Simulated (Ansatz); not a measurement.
Rb: geometry relaxation

System: Rb (Pm-3m, 1 atom in the cell).
Method: DFT, PBE, PAW with Ansatz's default frozen-core files, scalar-relativistic, no spin polarisation (Ansatz 0.2.0).

The structure was built on a prototype by a generator; it need not be a known phase. It belongs to a series of runs on one base structure; here: cell relaxed at zero pressure. Figures and captions count atoms from 1; the log counts them from 0 in places.

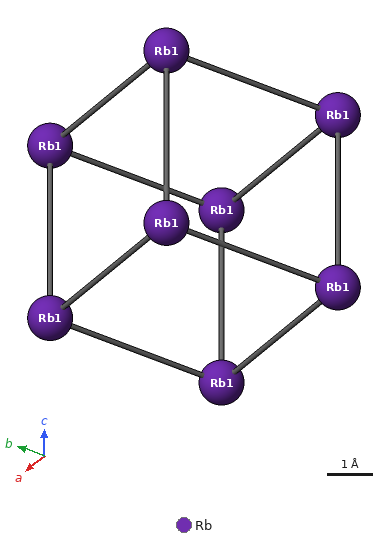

*The input geometry (ball-and-stick view of the cell of the calculation, seen at an oblique angle; atoms are numbered from 1 in the order of the input). An atom can appear more than once, as a periodic image.*

Near neighbours in the periodic cell (some may lie outside the picture): Rb has 6 Rb at 4.62 Å.

### Input file
```yaml
crystal:
  lattice:
    - [4.618690808, 0.0, 0.0]
    - [0.0, 4.618690808, 0.0]
    - [0.0, 0.0, 4.618690808]
  atoms:
    - { symbol: Rb, position: [0.0, 0.0, 0.0] }
kpoints:
  mp_grid: { grid: [9, 9, 9] }
scf:
  occupations: { method: fermi_dirac, width: 0.08 }
hamiltonian:
  xc: pbe
  pseudopotentials: { kind: paw }
output:
  forces: true
  stress: true
relax:
  f_tol: 0.005
  max_steps: 40
  cell: {}
```

Machine: 1 thread of Arm Neoverse V2, 24 GiB of memory available, shared host.

Run as:
```bash
ansatz run input.yaml --threads 1 --pin off --max-ram 2048MiB --backend cpu --events-out ev --progress --plain --runs-dir out
```

### What the program printed
```
Engine: ansatz 0.2.0, aarch64-unknown-linux-gnu
Pseudopotentials: kind: paw
Pseudopotential: Rb, paw, valence charge 9, recommended cutoff 420 eV (normal), Rb.paw.azcp
Functional definition: PBE
  parameter kappa = 0.804
  parameter beta = 0.06672455060314922
  exchange = pbe_x(kappa = kappa, mu = beta*pi^2/3)
  correlation = pbe_c(beta = beta)
Crystal: 1 atoms, lattice volume = 98.527 Å³
Basis set: ecut = 420 eV, 1935 PW (Γ), exchange–correlation on 64×64×64 points (8 copies of the dense FFT grid, shifted against one another)
Bands: 9, of which v1, the nominal top of the filled ones, is band 5 counted from 1 (4 counted from 0)
Symmetry: 48 space group operations
Space group: Pm-3m (ITA 221), of the structure as read, at distance tolerance 4.6e-5 Å
k-points: 35 of 729
Non-local potential: Rb, projectors of the file, l = 0: 3, l = 1: 2, l = 2: 2
PAW form: soft (Blöchl's): semilocal exchange-correlation on the pseudo side does not see the compensation charge
PAW one-centre angular grid: Rb, 110 points (default); XC on 64 Gauss nodes
Initial density: superposition of atomic densities (neutral atoms: chi_scale 0, normalization atom), corrected by the library's trained network
Initial wavefunctions: pseudopotential atomic-orbital guess
Functional: x = pbe(κ = 0.804, μ = 0.2195149727645171), c = pbe(β = 0.06672455060314922)
SCF iter   1: F=—  HF=-3267.262840 eV  |F-HF|=—  |Δ(HF+E_count)|=         —  Δρ=5.33e-4  dr2=6.42e-4  ethr=1.77e-3  ⟨swp⟩=7.7  Hψ=2613  notcnv=0
preconditioner: auto → none  [metal: Δε(μ)=0.071 eV  Ē_g=3.313 eV  σ=0.080 eV  W_gap=0.22  n_scr=6 (ndim 8)  ℏωp=3.7 eV  f_vac=0.000  D(μ)=0.93/eV (n_scr^D=0)  sad-step TF]
SCF iter   2: F=—  HF=-3267.263211 eV  |F-HF|=—  |Δ(HF+E_count)|=   3.71e-4  Δρ=3.37e-4  dr2=2.94e-4  ethr=7.13e-6  ⟨swp⟩=2.3  Hψ=739  notcnv=0
SCF iter   3: F=—  HF=-3267.263172 eV  |F-HF|=—  |Δ(HF+E_count)|=   3.94e-5  Δρ=8.72e-5  dr2=6.58e-6  ethr=3.27e-6  ⟨swp⟩=2.5  Hψ=467  notcnv=0
SCF iter   4: F=—  HF=-3267.263180 eV  |F-HF|=—  |Δ(HF+E_count)|=   8.48e-6  Δρ=5.73e-6  dr2=9.71e-8  ethr=7.31e-8  ⟨swp⟩=1.6  Hψ=390  notcnv=0
iter 5 did not close the SCF: its close was put off for the readings that it lacked (scf_convergence_deferred on its scf_iter line)
SCF iter   5: F=-3267.263180 eV  HF=-3267.263180 eV  |F-HF|=7.28e-11  |Δ(HF+E_count)|=   1.49e-8  Δρ=9.21e-7  dr2=4.24e-10  ethr=1.08e-9  ⟨swp⟩=2.1  Hψ=430  notcnv=0
SCF iter   6: F=-3267.263180 eV  HF=-3267.263180 eV  |F-HF|=1.18e-11  |Δ(HF+E_count)|=  7.14e-11  Δρ=2.27e-7  dr2=3.02e-11  ethr=4.71e-12  ⟨swp⟩=1.2  Hψ=955  notcnv=0
SCF 1 converged in 6 iterations: F = -3267.263180 eV  dr2 = 3.02e-11
  greatest PAW one-centre occupation: 0.975 electrons in one spin orbital (limit 2), on the Rb atom at site 0 (counted from 0), in its partial waves of l = 0
relax step   1: F+E_penalty+E_count = -3267.26318009 eV  Δ(F+E_penalty+E_count) = +0.000e0 eV  max|allowed force component| = 0.000e0 eV/Å  Δτ_max = 0.0000 Å  P = +0.013 GPa  Ω = 98.527 Å³  (6 SCF iters, dr2 threshold 1.00e-7 eV, accepted)
Initial density: handed on by an earlier stage of this run
Initial wavefunctions: pseudopotential atomic-orbital guess (no wavefunctions were taken with the density)
iter 1 solved again at ethr=4.01e-8 eV; its pass at ethr=3.10e-3 eV (dr2=3.60e-6 eV) is discarded
SCF iter   1: F=—  HF=-3267.263177 eV  |F-HF|=—  |Δ(HF+E_count)|=         —  Δρ=2.25e-7  dr2=3.63e-11  ethr=4.01e-8  ⟨swp⟩=4.4  Hψ=3828  notcnv=0
eigensolver tolerance schedule: the retry pair's looser diagonalisation over-reported the residual by 99427.04 of it (diagonalisation noise at an unbounded share of the residual, at the tolerance the schedule requests for it); recorded, not acted on — ethr = c·dr2/N_el stays at c = 1.0e-1
preconditioner: auto → none  [metal: Δε(μ)=0.072 eV  Ē_g=3.320 eV  σ=0.080 eV  W_gap=0.22  n_scr=6 (ndim 8)  ℏωp=3.7 eV  f_vac=0.000  D(μ)=0.93/eV (n_scr^D=0)]
SCF iter   2: F=—  HF=-3267.263180 eV  |F-HF|=—  |Δ(HF+E_count)|=   3.45e-6  Δρ=1.31e-7  dr2=4.81e-12  ethr=1.00e-12  ⟨swp⟩=4.9  Hψ=1677  notcnv=0
SCF iter   3: F=-3267.263180 eV  HF=-3267.263180 eV  |F-HF|=9.09e-13  |Δ(HF+E_count)|=  4.55e-12  Δρ=6.20e-8  dr2=1.11e-12  ethr=1.00e-12  ⟨swp⟩=3.9  Hψ=1184  notcnv=0
SCF 2 converged in 3 iterations: F = -3267.263180 eV  dr2 = 1.11e-12
relax step   2: F+E_penalty+E_count = -3267.26318009 eV  Δ(F+E_penalty+E_count) = -4.093e-12 eV  max|allowed force component| = 0.000e0 eV/Å  Δτ_max = 0.0000 Å  P = +0.013 GPa  Ω = 98.527 Å³  stress off target by 1.33e-2 GPa  SCF on the basis re-selected at this cell (its energy is not comparable with the rows above)  (3 SCF iters)
```

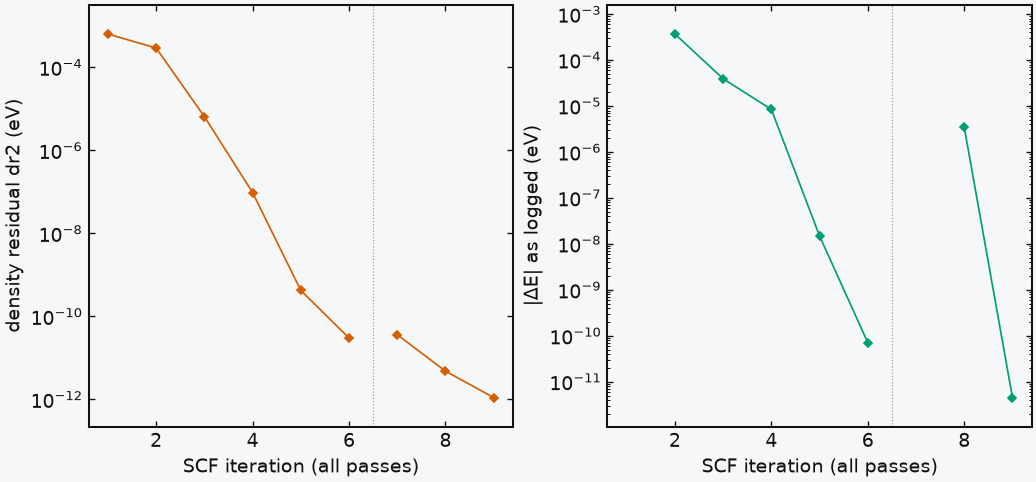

*Convergence of the self-consistent field: density residual dr2 and size of the energy change against the SCF iteration. The dotted lines part the SCF passes of the relaxation: geometry steps, rejected trials and re-solves on a re-selected basis.*

The passes take 6 and 3 iterations.

```
basis re-selected at this cell: Δ(F+E_penalty+E_count) = -4.093e-12 eV, ΔP = -0.000 GPa vs the last step (what re-selecting the basis moved, of the pressure what is left beyond the Pulay correction that the steps carried, after the strain that the cell walked since its last selection, with what the two solves' SCF thresholds leave and, on support functions, any second-order correction that the steps lacked; it is no measure of the basis error at this ecutwfc). This SCF's stress stands 1.33e-2 GPa from its target on what of the cell is left free (relax.cell.stress_tol is 5.00e-2 GPa) and its largest allowed force component is 0.00e0 eV/Å (relax.f_tol is 5.00e-3 eV/Å): within both
SCF converged after 3 iterations
Free energy (F): -3267.263180 eV
Harris-Foulkes:  -3267.263180 eV  (|F-HF|=9.09e-13)
Internal energy: -3267.243656 eV  (E = F + TS)
E sigma→0 (E₀):  -3267.253418 eV
Entropy (-TS):   -0.019524 eV (-19.524 meV/atom)
Fermi energy:    1.642997 eV
--- Per-component energies (eV) ---
  E_band       = -122.977498
  E_kinetic    = 190.594929
  E_local      = -736.862702  (includes V_loc(G=0)·N_el)
  E_nonlocal   = 173.621958
  E_hartree    = 210.831003
  E_xc         = -129.148896
  E_vxc        = -135.018733  (∫ρ·V_xc dr)
  E_paw        = -2618.024499  (= ΣΔE_a)
  E_vpaw       = -36.974954  (= ΣTr[D̂ρ^β])
  E_aug_tail   = -0.000001  (compensation charges beyond the density's cutoff)
  E_ewald      = -358.255450
  E_smearing   = -0.019524  (= −TS)
  E_closure    = -0.000000  (closes the sum)
  Σ components = -3267.263180   (vs F -3267.263180, Δ=0.00e0)
--- Forces (eV/Å), atoms counted from 1 ---
  atom   1  Rb     0.00000000    -0.00000000    -0.00000000
  max |Σ_I F_I| component: 1.48e-31 eV/Å
--- Stress (GPa, compression-positive) ---
        0.013270      -0.000000       0.000000
       -0.000000       0.013270       0.000000
       -0.000000       0.000000       0.013270
  P = ⅓ Tr σ = 0.0133 GPa (0.133 kbar)
--- Relaxed structure (1 steps of the walk, 1 accepted, 1 SCFs on fresh bases) ---
  F+E_penalty+E_count = -3267.26318009 eV   max|allowed force component| = 0.000e0 eV/Å   (the final SCF, on the basis selected at the relaxed cell)
  cell:  # Å, volume = 98.5273 Å³
    - [4.618690808, 0.0, 0.0]
    - [0.0, 4.618690808, 0.0]
    - [0.0, 0.0, 4.618690808]
  atoms:
    - { symbol: Rb, position: [0.0, 0.0, 0.0] }
```

### Trajectory as extended XYZ (Å, eV, eV/Å), 2 frames, from step=1 to step=2
```
1
Lattice="4.6187 0.0000 0.0000 0.0000 4.6187 0.0000 0.0000 0.0000 4.6187" Properties=species:S:1:pos:R:3:forces:R:3 step=1 energy=-3267.26318 pressure_GPa=0.01
Rb    0.0000    0.0000    0.0000    0.0000   0.0000   0.0000
1
Lattice="4.6187 0.0000 0.0000 0.0000 4.6187 0.0000 0.0000 0.0000 4.6187" Properties=species:S:1:pos:R:3:forces:R:3 step=2 energy=-3267.26318 pressure_GPa=0.01
Rb    0.0000    0.0000    0.0000    0.0000   0.0000   0.0000
```

### Results in brief

| quantity | value |
| --- | --- |
| outcome | converged |
| space group (tolerance 0.01 Å) | Pm-3m (221) |
| electrons treated | 9 |
| free energy | −3267.2632 eV |
| Fermi energy | 1.643 eV |
| pressure | 0.01 GPa |
| final volume | 98.53 Å³ |
| largest force (length of the vector) at the end | under 0.001 eV/Å |
| final cell | a = 4.619 Å, b = 4.619 Å, c = 4.619 Å, α = 90.00°, β = 90.00°, γ = 90.00° |
| wall time | 2.6 s |
| peak memory | 0.31 GiB |
